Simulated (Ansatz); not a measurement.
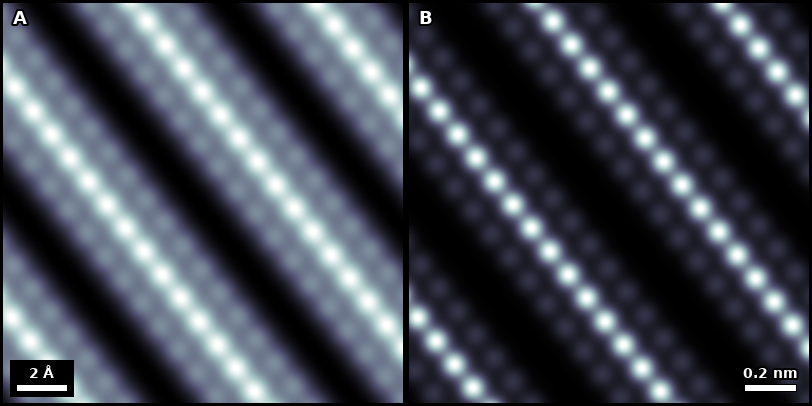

Two simulated images of the same area of ZrS2 (P-3m1, No. 164) along [310], with a probe of 0.85 Å. One is incoherent Z contrast (Z^1.7 per atom), the other the projected potential of neutral atoms blurred by the probe (iDPC-like, thin sample). Brightness is counted from the darkest point of the image. Structure used: the geometry given to an electronic-structure calculation, possibly off equilibrium; the starting structure was generated, so it need not be a known form of this composition.

Which panel is which, and how can one tell?

Answer. B is the Z-contrast image and A the potential image. The columns of 1 S per repeat reach about 23 % of the brightest peak (1 Zr) in B but about 54 % in A, mainly since the potential grows much more slowly with atomic number.
